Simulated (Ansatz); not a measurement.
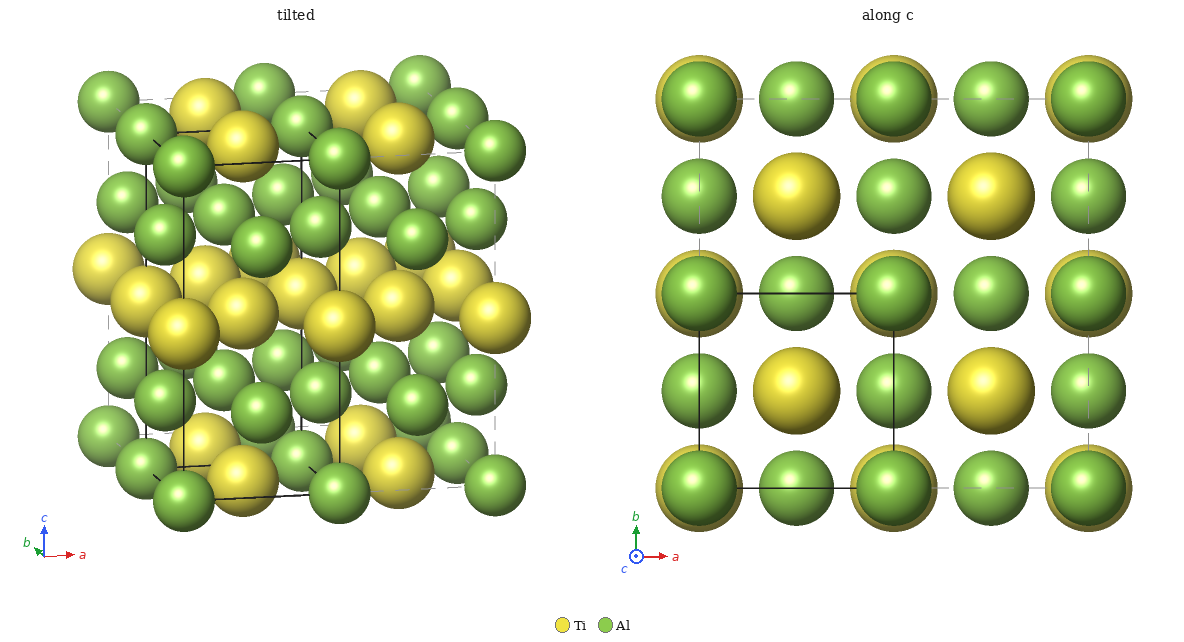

The image is a spheres-only drawing of a crystal, viewed slightly off an axis and along the c axis. The picture spans 2×2×1 cells, one conventional unit cell being drawn with solid lines.

Ti₃Al₅, space group P4/mmm (No. 123), a = 3.69 Å, b = 3.69 Å, c = 7.88 Å, α = 90.00°, β = 90.00°, γ = 90.00°.

Electronic-structure method: Ansatz, DFT PBEsol, scalar-relativistic, plane waves, PAW. Parameters: cutoff 420 eV, the zone sampled with 10×10×6 points, Gaussian smearing of 0.15 eV, no spin polarisation.

Predict the gap.

Answer. A metal: bands cross the Fermi level.

How far is the cell from zero pressure?

Answer. The computed pressure is 24.1 GPa (compressed: it would expand).

Provenance: a structure listed in the Materials Project. The cell was then strained or its atoms displaced on purpose. An electronic-structure calculation with Ansatz was run on it.

At this level of theory the run's own cell isn't at rest (compressed, at 24 GPa), so its distances can differ from those at equilibrium, the more so the softer the solid.
